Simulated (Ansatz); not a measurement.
Geometry relaxation, with input and output: AlAs

- system: AlAs (F-43m, 2 atoms in the cell)
- method: DFT PBE, scalar-relativistic, plane waves, PAW, no spin polarisation (Ansatz 0.2.0)

The structure derives from a Materials Project entry. Figures and captions count atoms from 1; the log counts them from 0 in places.

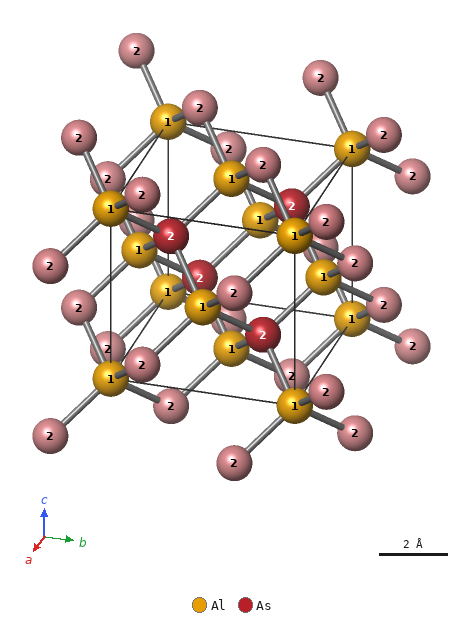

**Figure 1.** The starting structure (ball-and-stick view of the cell 4 times as large as that of the calculation, set on its symmetry axes, seen at an oblique angle; neighbours outside the cell are drawn fainter; atoms are numbered from 1 in the order of the input). Near neighbours in the crystal (not all of them lie inside the picture): Al has 4 As at 2.46 Å; As has 4 Al at 2.46 Å.

## The input
```yaml
crystal:
  lattice:
    - [0.0, 2.8379008005, 2.8379008005]
    - [2.8379008005, 0.0, 2.8379008005]
    - [2.8379008005, 2.8379008005, 0.0]
  atoms:
    - { symbol: Al, position: [0.0, 0.0, 0.0] }
    - { symbol: As, position: [0.75, 0.75, 0.75] }
basis:
  ecutwfc: 420
kpoints:
  mp_grid: { grid: [8, 8, 8] }
hamiltonian:
  xc: pbe
scf:
  occupations: { method: gaussian, width: 0.02 }
output:
  forces: true
  stress: true
  eigenvalues: true
  write_density: true
  write_potential: true
  elf: true
  volumetric_format: npy
relax:
  adjacent_minimum: "off"
  f_tol: 0.005
  max_steps: 80
  cell: { stress_tol: 0.05 }
```

Run on 1 thread of Intel Xeon @ 2.50GHz (Skylake/Cascade Lake), 176 GiB of memory available, shared host.

Command:
```bash
ansatz run input.yaml --threads 1 --pin off --max-ram 2560MiB --backend cpu --events-out ev --progress --plain --runs-dir out
```

## What the program printed
```
Engine: ansatz 0.2.0, x86_64-unknown-linux-gnu
Pseudopotentials: kind: paw
Pseudopotential: Al, paw, valence charge 3, recommended cutoff 420 eV (normal), Al.paw.azcp
Pseudopotential: As, paw, valence charge 15, recommended cutoff 420 eV (normal), As.paw.azcp
Functional definition: PBE
  parameter kappa = 0.804
  parameter beta = 0.06672455060314922
  exchange = pbe_x(kappa = kappa, mu = beta*pi^2/3)
  correlation = pbe_c(beta = beta)
Crystal: 2 atoms, lattice volume = 45.711 Å³
Basis set: ecut = 420 eV, 893 PW (Γ), exchange–correlation on 54×54×54 points (8 copies of the dense FFT grid, shifted against one another)
Bands: 13, of which v1, the nominal top of the filled ones, is band 9 counted from 1 (8 counted from 0)
Symmetry: 24 space group operations
Space group: F-43m (ITA 216), of the structure as read, at distance tolerance 3.6e-5 Å
k-points: 29 of 512 (time reversal used)
Non-local potential: Al, projectors of the file, l = 0: 2, l = 1: 2, l = 2: 1
Non-local potential: As, projectors of the file, l = 0: 2, l = 1: 2, l = 2: 3, l = 3: 1
PAW form: soft (Blöchl's): semilocal exchange-correlation on the pseudo side does not see the compensation charge
PAW one-centre angular grid: Al, 110 points (default); XC on 64 Gauss nodes
PAW one-centre angular grid: As, 590 points (default); XC on 64 Gauss nodes
Initial density: superposition of atomic densities (neutral atoms: chi_scale 0, normalization atom), corrected by the library's trained network
Initial wavefunctions: pseudopotential atomic-orbital guess
Functional: x = pbe(κ = 0.804, μ = 0.2195149727645171), c = pbe(β = 0.06672455060314922)
SCF iter   1: F=—  HF=-5394.607477 eV  |F-HF|=—  |Δ(HF+E_count)|=         —  Δρ=1.68e-3  dr2=2.38e-3  ethr=1.77e-3  ⟨swp⟩=6.0  Hψ=2341  notcnv=0
preconditioner: auto → none  [insulator: Δε(μ)=1.433 eV  Ē_g=9.866 eV  σ=0.020 eV  W_gap=1.00  n_scr=14 (ndim 8)  ℏωp=15.5 eV  f_vac=0.006  D(μ)=0.00/eV (n_scr^D=0)  ε∞_Penn≈3.5]
SCF iter   2: F=—  HF=-5394.606713 eV  |F-HF|=—  |Δ(HF+E_count)|=   7.64e-4  Δρ=4.96e-4  dr2=1.09e-4  ethr=1.32e-5  ⟨swp⟩=2.1  Hψ=806  notcnv=0
SCF iter   3: F=—  HF=-5394.606756 eV  |F-HF|=—  |Δ(HF+E_count)|=   4.24e-5  Δρ=2.00e-4  dr2=1.30e-5  ethr=6.08e-7  ⟨swp⟩=1.8  Hψ=452  notcnv=0
SCF iter   4: F=—  HF=-5394.606723 eV  |F-HF|=—  |Δ(HF+E_count)|=   3.25e-5  Δρ=2.22e-5  dr2=1.12e-7  ethr=7.21e-8  ⟨swp⟩=2.0  Hψ=491  notcnv=0
iter 5 did not close the SCF: its close was put off for the readings that it lacked (scf_convergence_deferred on its scf_iter line)
SCF iter   5: F=-5394.606723 eV  HF=-5394.606723 eV  |F-HF|=6.98e-9  |Δ(HF+E_count)|=   1.81e-7  Δρ=2.14e-6  dr2=2.11e-9  ethr=6.20e-10  ⟨swp⟩=2.0  Hψ=627  notcnv=0
SCF iter   6: F=-5394.606723 eV  HF=-5394.606723 eV  |F-HF|=4.89e-10  |Δ(HF+E_count)|=   2.93e-9  Δρ=9.59e-7  dr2=2.43e-10  ethr=1.17e-11  ⟨swp⟩=4.7  Hψ=1808  notcnv=0
SCF 1 converged in 6 iterations: F = -5394.606723 eV  dr2 = 2.43e-10
  greatest PAW one-centre occupation: 0.999 electrons in one spin orbital (limit 2), on the As atom at site 1 (counted from 0), in its partial waves of l = 2
relax step   1: F+E_penalty+E_count = -5394.60672327 eV  Δ(F+E_penalty+E_count) = +0.000e0 eV  max|allowed force component| = 1.070e-16 eV/Å  Δτ_max = 0.0000 Å  P = +1.976 GPa  Ω = 45.711 Å³  (6 SCF iters, dr2 threshold 1.00e-7 eV, accepted)
Crystal: 2 atoms, lattice volume = 46.821 Å³
Basis set: ecut = 420 eV, 941 PW (Γ), exchange–correlation on 54×54×54 points (8 copies of the dense FFT grid, shifted against one another)
Initial density: handed on by an earlier stage of this run
Initial wavefunctions: those handed on with the density
iter 1 solved again at ethr=4.33e-6 eV; its pass at ethr=3.10e-3 eV (dr2=7.80e-4 eV) is discarded
SCF iter   1: F=—  HF=-5394.614283 eV  |F-HF|=—  |Δ(HF+E_count)|=         —  Δρ=1.00e-3  dr2=7.40e-4  ethr=4.33e-6  ⟨swp⟩=2.0  Hψ=2616  notcnv=0
preconditioner: auto → none  [insulator: Δε(μ)=1.491 eV  Ē_g=9.749 eV  σ=0.020 eV  W_gap=1.00  n_scr=14 (ndim 8)  ℏωp=15.3 eV  f_vac=0.009  D(μ)=0.00/eV (n_scr^D=0)  ε∞_Penn≈3.5]
SCF iter   2: F=—  HF=-5394.614142 eV  |F-HF|=—  |Δ(HF+E_count)|=   1.41e-4  Δρ=4.37e-4  dr2=1.00e-4  ethr=4.11e-6  ⟨swp⟩=2.5  Hψ=479  notcnv=0
SCF iter   3: F=—  HF=-5394.614092 eV  |F-HF|=—  |Δ(HF+E_count)|=   5.01e-5  Δρ=1.10e-4  dr2=9.81e-6  ethr=5.57e-7  ⟨swp⟩=3.0  Hψ=647  notcnv=0
SCF iter   4: F=—  HF=-5394.614090 eV  |F-HF|=—  |Δ(HF+E_count)|=   1.62e-6  Δρ=3.42e-5  dr2=3.50e-7  ethr=5.45e-8  ⟨swp⟩=2.0  Hψ=638  notcnv=0
SCF iter   5: F=-5394.614091 eV  HF=-5394.614091 eV  |F-HF|=3.92e-9  |Δ(HF+E_count)|=   3.59e-7  Δρ=3.90e-6  dr2=5.62e-9  ethr=1.11e-9  ⟨swp⟩=8.9  Hψ=2516  notcnv=0
SCF 2 converged in 5 iterations: F = -5394.614091 eV  dr2 = 5.62e-9
relax step   2: F+E_penalty+E_count = -5394.61409083 eV  Δ(F+E_penalty+E_count) = -7.368e-3 eV  max|allowed force component| = 3.968e-17 eV/Å  Δτ_max = 0.0000 Å  P = +0.244 GPa  Ω = 46.821 Å³  energy of the carried Pulay correction = -1.996e-4 eV  (5 SCF iters, dr2 threshold 2.00e-7 eV, accepted)
Crystal: 2 atoms, lattice volume = 46.982 Å³
iter 1 solved again at ethr=8.58e-8 eV; its pass at ethr=3.10e-3 eV (dr2=1.54e-5 eV) is discarded
SCF iter   1: F=—  HF=-5394.614243 eV  |F-HF|=—  |Δ(HF+E_count)|=         —  Δρ=1.40e-4  dr2=1.47e-5  ethr=8.58e-8  ⟨swp⟩=2.0  Hψ=2529  notcnv=0
preconditioner: auto → none  [insulator: Δε(μ)=1.503 eV  Ē_g=9.735 eV  σ=0.020 eV  W_gap=1.00  n_scr=14 (ndim 8)  ℏωp=15.3 eV  f_vac=0.007  D(μ)=0.00/eV (n_scr^D=0)  ε∞_Penn≈3.5]
SCF iter   2: F=—  HF=-5394.614189 eV  |F-HF|=—  |Δ(HF+E_count)|=   5.38e-5  Δρ=6.22e-5  dr2=2.05e-6  ethr=8.17e-8  ⟨swp⟩=2.4  Hψ=469  notcnv=0
SCF iter   3: F=—  HF=-5394.614189 eV  |F-HF|=—  |Δ(HF+E_count)|=   5.81e-8  Δρ=1.59e-5  dr2=2.04e-7  ethr=1.14e-8  ⟨swp⟩=3.0  Hψ=649  notcnv=0
SCF iter   4: F=-5394.614189 eV  HF=-5394.614189 eV  |F-HF|=6.51e-9  |Δ(HF+E_count)|=   3.42e-8  Δρ=5.07e-6  dr2=7.63e-9  ethr=8.24e-10  ⟨swp⟩=8.8  Hψ=2626  notcnv=0
SCF 3 converged in 4 iterations: F = -5394.614189 eV  dr2 = 7.63e-9
relax step   3: F+E_penalty+E_count = -5394.61418942 eV  Δ(F+E_penalty+E_count) = -9.859e-5 eV  max|allowed force component| = 2.053e-17 eV/Å  Δτ_max = 0.0000 Å  P = +0.011 GPa  Ω = 46.982 Å³  energy of the carried Pulay correction = -2.280e-4 eV  (4 SCF iters, dr2 threshold 1.48e-7 eV, accepted)
Basis set: ecut = 420 eV, 941 PW (Γ), exchange–correlation on 60×60×60 points (8 copies of the dense FFT grid, shifted against one another)
Initial wavefunctions: pseudopotential atomic-orbital guess (no wavefunctions were taken with the density)
iter 1 solved again at ethr=1.51e-7 eV; its pass at ethr=3.10e-3 eV (dr2=2.72e-5 eV) is discarded
SCF iter   1: F=—  HF=-5394.614434 eV  |F-HF|=—  |Δ(HF+E_count)|=         —  Δρ=2.47e-5  dr2=3.37e-8  ethr=1.51e-7  ⟨swp⟩=2.7  Hψ=3229  notcnv=0
preconditioner: auto → none  [insulator: Δε(μ)=1.504 eV  Ē_g=9.735 eV  σ=0.020 eV  W_gap=1.00  n_scr=14 (ndim 8)  ℏωp=15.3 eV  f_vac=0.006  D(μ)=0.00/eV (n_scr^D=0)  ε∞_Penn≈3.5]
SCF iter   2: F=—  HF=-5394.614442 eV  |F-HF|=—  |Δ(HF+E_count)|=   8.72e-6  Δρ=1.31e-5  dr2=1.30e-8  ethr=1.87e-10  ⟨swp⟩=2.0  Hψ=639  notcnv=0
SCF iter   3: F=—  HF=-5394.614443 eV  |F-HF|=—  |Δ(HF+E_count)|=   8.75e-7  Δρ=3.72e-6  dr2=1.05e-9  ethr=7.20e-11  ⟨swp⟩=2.0  Hψ=493  notcnv=0
SCF iter   4: F=—  HF=-5394.614443 eV  |F-HF|=—  |Δ(HF+E_count)|=   7.62e-8  Δρ=5.31e-7  dr2=7.98e-11  ethr=5.83e-12  ⟨swp⟩=2.0  Hψ=638  notcnv=0
SCF iter   5: F=-5394.614443 eV  HF=-5394.614443 eV  |F-HF|=2.18e-11  |Δ(HF+E_count)|=  9.51e-10  Δρ=1.18e-7  dr2=5.54e-12  ethr=1.00e-12  ⟨swp⟩=5.8  Hψ=1426  notcnv=0
SCF 4 converged in 5 iterations: F = -5394.614443 eV  dr2 = 5.54e-12
relax step   4: F+E_penalty+E_count = -5394.61444345 eV  Δ(F+E_penalty+E_count) = -2.540e-4 eV  max|allowed force component| = 2.458e-17 eV/Å  Δτ_max = 0.0000 Å  P = +0.018 GPa  Ω = 46.982 Å³  stress off target by 1.81e-2 GPa  SCF on the basis re-selected at this cell (its energy is not comparable with the rows above)  (5 SCF iters)
```

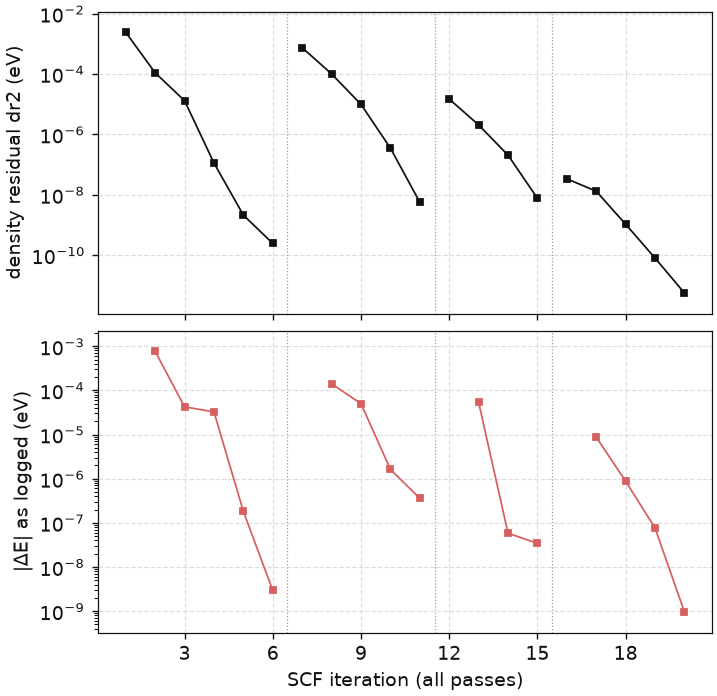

**Figure 2.** Convergence of the self-consistent field: density residual dr2 and size of the energy change against the SCF iteration. The dotted lines part the SCF passes of the relaxation: geometry steps, rejected trials and re-solves on a re-selected basis. The passes take 6, 5, 4 and 5 iterations.

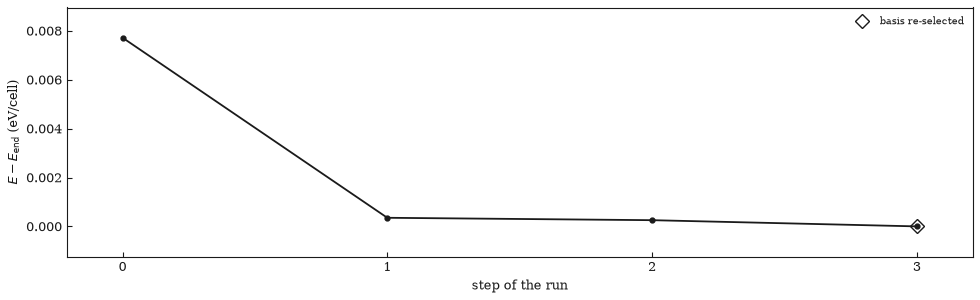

**Figure 3.** Progress of the relaxation, step by step (the first geometry is step 0 here and step 1 in the log).

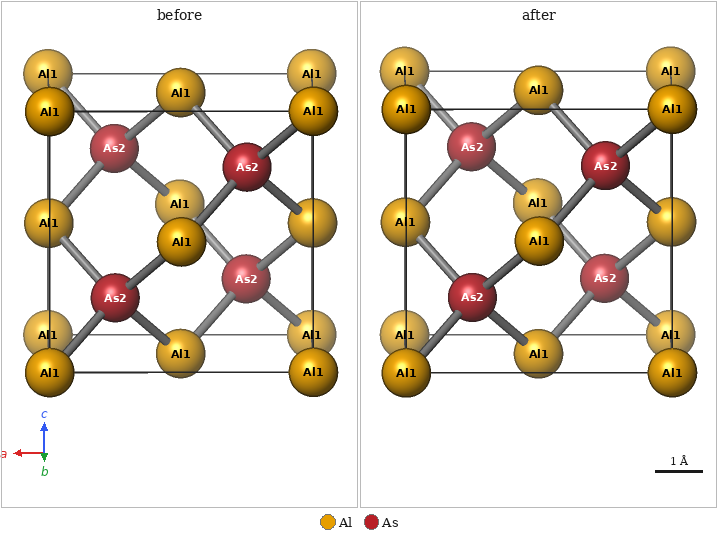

**Figure 4.** Before (left) and after (right) the relaxation, at one scale (ball-and-stick view of the cell 4 times as large as that of the calculation, set on its symmetry axes, seen at an oblique angle). Over 2 geometry steps the energy falls by 7.5 meV per cell of the calculation. All forces vanish by symmetry, so only the cell relaxes. The pressure goes from 1.98 to 0.02 GPa. No atom moves by more than 0.005 Å relative to the cell. Cell: a = b = c 5.676 → 5.728 Å (+0.9 %). Volume +2.8 %. Among the contacts that change: Al1–As2 2.458 → 2.480 Å. The space group stays F-43m (No. 216). A last SCF at the same geometry on a re-selected plane-wave basis shifts the energy by −0.3 meV per cell of the calculation. (Atoms are counted from 1 in the order of the input.)

```
basis re-selected at this cell: Δ(F+E_penalty+E_count) = -2.540e-4 eV, ΔP = +0.008 GPa vs the last step (what re-selecting the basis moved, of the pressure what is left beyond the Pulay correction that the steps carried, after the strain that the cell walked since its last selection, with what the two solves' SCF thresholds leave and, on support functions, any second-order correction that the steps lacked; it is no measure of the basis error at this ecutwfc). The dense FFT grid was sized anew with the basis: this SCF ran on 30×30×30 points, the steps before it on 27×27×27, so part of this shift can come from that change (see relax.cell in the input reference). This SCF's stress stands 1.81e-2 GPa from its target on what of the cell is left free (relax.cell.stress_tol is 5.00e-2 GPa) and its largest allowed force component is 2.46e-17 eV/Å (relax.f_tol is 5.00e-3 eV/Å): within both
SCF converged after 5 iterations
Free energy (F): -5394.614443 eV
Harris-Foulkes:  -5394.614443 eV  (|F-HF|=2.18e-11)
Internal energy: -5394.614443 eV  (E = F + TS)
E sigma→0 (E₀):  -5394.614443 eV
Fermi energy:    6.738128 eV
--- Per-component energies (eV) ---
  E_band       = -272.518997
  E_kinetic    = 125.791136
  E_local      = -2140.828414  (includes V_loc(G=0)·N_el)
  E_nonlocal   = -660.043130
  E_hartree    = 1141.425864
  E_xc         = -118.642929
  E_vxc        = -107.840489  (∫ρ·V_xc dr)
  E_paw        = -2303.044394  (= ΣΔE_a)
  E_vpaw       = 227.550064  (= ΣTr[D̂ρ^β])
  E_aug_tail   = 0.000007  (compensation charges beyond the density's cutoff)
  E_ewald      = -1439.272584
  E_smearing   = -0.000000  (= −TS)
  E_closure    = 0.000000  (closes the sum)
  Σ components = -5394.614443   (vs F -5394.614443, Δ=0.00e0)
--- Forces (eV/Å), atoms counted from 1 ---
  atom   1  Al    -0.00000000    -0.00000000     0.00000000
  atom   2  As     0.00000000     0.00000000    -0.00000000
  max |Σ_I F_I| component: 4.34e-17 eV/Å
--- Stress (GPa, compression-positive) ---
        0.018143      -0.000000      -0.000000
       -0.000000       0.018143       0.000000
       -0.000000       0.000000       0.018143
  P = ⅓ Tr σ = 0.0181 GPa (0.181 kbar)
--- Band table (eV; the first three rows and the last of 29) ---
  k-point 0: bands = ["-28.3844", "-28.3844", "-28.3844", "-28.3750", "-28.3750", "-5.6833", "5.9864", "5.9864", "5.9864", "7.7634", "10.2282", "10.2282", "10.2282"]
  k-point 1: bands = ["-28.3844", "-28.3843", "-28.3843", "-28.3750", "-28.3750", "-5.5376", "4.5640", "5.8318", "5.8318", "8.5674", "10.5005", "10.5005", "10.5798"]
  k-point 2: bands = ["-28.3843", "-28.3840", "-28.3840", "-28.3750", "-28.3750", "-5.1350", "2.6684", "5.5252", "5.5252", "8.4591", "10.8438", "10.8438", "12.2347"]
  k-point 28: bands = ["-28.3842", "-28.3838", "-28.3828", "-28.3752", "-28.3746", "-3.8048", "1.0028", "2.9498", "3.2884", "10.3027", "11.4517", "11.5711", "12.0124"]
--- Relaxed structure (3 steps of the walk, 3 accepted, 1 SCFs on fresh bases) ---
  F+E_penalty+E_count = -5394.61444345 eV   max|allowed force component| = 2.458e-17 eV/Å   (the final SCF, on the basis selected at the relaxed cell)
  cell:  # Å, volume = 46.9817 Å³
    - [-3.8215290246716945e-35, 2.86395615962259, 2.86395615962259]
    - [2.86395615962259, 1.1846739976482244e-33, 2.86395615962259]
    - [2.86395615962259, 2.86395615962259, 2.598639736776751e-33]
  atoms:
    - { symbol: Al, position: [4.587929533186612e-34, -5.040360180527048e-34, -5.7048676938083145e-34] }
    - { symbol: As, position: [0.75, 0.75, 0.75] }
```

## Trajectory as extended XYZ (Å, eV, eV/Å), 4 frames, from step=1 to step=4
```
2
Lattice="0.0000 2.8379 2.8379 2.8379 0.0000 2.8379 2.8379 2.8379 0.0000" Properties=species:S:1:pos:R:3:forces:R:3 step=1 energy=-5394.60672 pressure_GPa=1.98
Al    0.0000    0.0000    0.0000    0.0000   0.0000   0.0000
As    4.2569    4.2569    4.2569    0.0000   0.0000   0.0000
2
Lattice="0.0000 2.8607 2.8607 2.8607 0.0000 2.8607 2.8607 2.8607 0.0000" Properties=species:S:1:pos:R:3:forces:R:3 step=2 energy=-5394.61409 pressure_GPa=0.24
Al    0.0000    0.0000    0.0000    0.0000   0.0000   0.0000
As    4.2910    4.2910    4.2910    0.0000   0.0000   0.0000
2
Lattice="0.0000 2.8640 2.8640 2.8640 0.0000 2.8640 2.8640 2.8640 0.0000" Properties=species:S:1:pos:R:3:forces:R:3 step=3 energy=-5394.61419 pressure_GPa=0.01
Al    0.0000    0.0000    0.0000    0.0000   0.0000   0.0000
As    4.2959    4.2959    4.2959    0.0000   0.0000   0.0000
2
Lattice="0.0000 2.8640 2.8640 2.8640 0.0000 2.8640 2.8640 2.8640 0.0000" Properties=species:S:1:pos:R:3:forces:R:3 step=4 energy=-5394.61444 pressure_GPa=0.02
Al    0.0000    0.0000    0.0000    0.0000   0.0000   0.0000
As    4.2959    4.2959    4.2959    0.0000   0.0000   0.0000
```

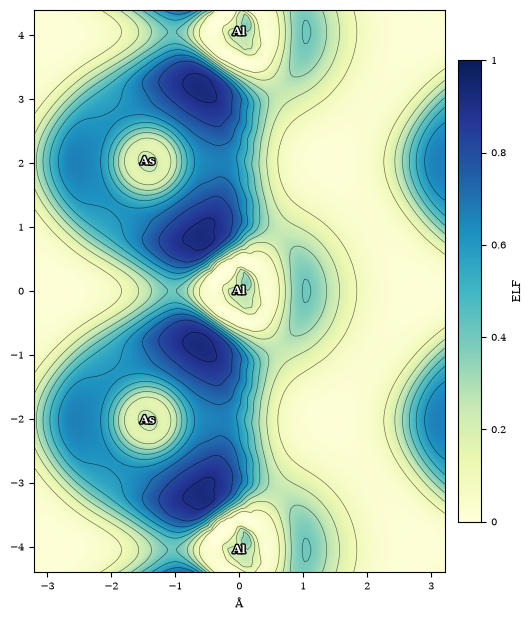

**Figure 5.** Electron localisation function on the (011) plane of the conventional cell. The plane passes through Al and As nuclei. Al–As (2.48 Å): the ELF peaks at about 0.90 between the atoms (localised, shared-pair bonding). In a PAW calculation such maps are meaningful between the atoms, not at the nuclei.

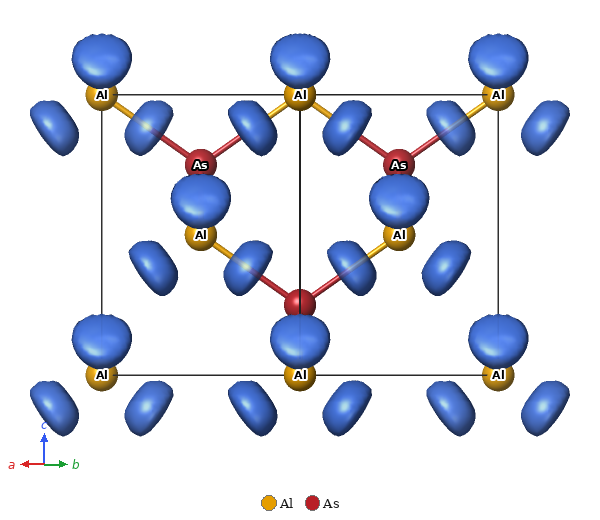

**Figure 6.** Isosurface of the ELF at 0.8 (blue), seen along [110]. Only the valence region is drawn (cores and ρ < 0.01 e/Å³ removed). Sticks mark near contacts. The outline is the cell set on symmetry axes. Along the contacts the grid gives the following.

## Key numbers

- outcome: converged
- space group (tolerance 0.01 Å): F-43m (216)
- electrons treated: 18
- free energy: −5394.6144 eV
- Fermi energy: 6.738 eV
- gap on the k-point mesh: 1.50 eV
- pressure: 0.02 GPa
- final volume: 46.98 Å³
- largest force (length of the vector) at the end: under 0.001 eV/Å
- final cell: a = 4.050 Å, b = 4.050 Å, c = 4.050 Å, α = 60.00°, β = 60.00°, γ = 60.00°
- wall time: 13 s
- peak memory: 0.44 GiB
